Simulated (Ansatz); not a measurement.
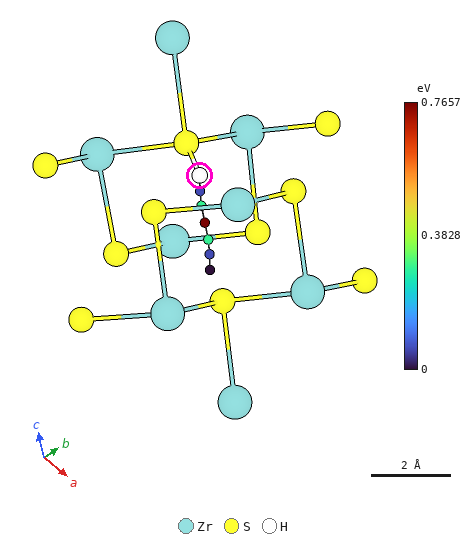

A nudged-elastic-band calculation for a defect cell of composition Zr$_{8}$HS$_{16}$ (25 atoms in the cell). Images are numbered from 0 (start) to 6 (end). The start is drawn whole; smaller spheres mark the moving atoms (H) in the later images, joined by lines and coloured by the energy of the image relative to the start. A ball-and-stick model of the atoms within 4.8 Å of the middle of the path, seen slightly off an axis. The moving atom is ringed, with any periodic copies. Bonds to atoms that aren't drawn are left out.

Method: DFT PBE, scalar-relativistic, plane waves, PAW in Ansatz 0.2.0. Run with plane-wave cutoff 420 eV; k-point mesh 2 × 2 × 2; Gaussian smearing 0.02 eV; 5 movable images; climbing image.

### What moves, how far, and at what cost in energy?

The H atom travels furthest, 2.44 Å from end to end, roughly along [0 −1 −2], on a path that bends up to 0.19 Å away from the straight line. At the highest image its nearest neighbour (S) is 1.77 Å away, against 1.36 Å at the start, and the surrounding atoms stand up to 0.45 Å off the mean of their end positions. Breaking: H–S (1.36 → 3.30 Å). Forming: H–S (3.30 → 1.36 Å). The barrier is about 0.77 eV in both directions, with image 3 at the top; the ends have the same energy. The band converged in 9 iterations, with a climbing image at the top.

Limits of the set-up: the cell has an odd number of electrons but was run without spin polarisation.

Cost: 3.6 min on 4 threads of AMD EPYC 9R45 96-Core Processor (Zen 5) (shared host), peak memory 3.4 GiB.
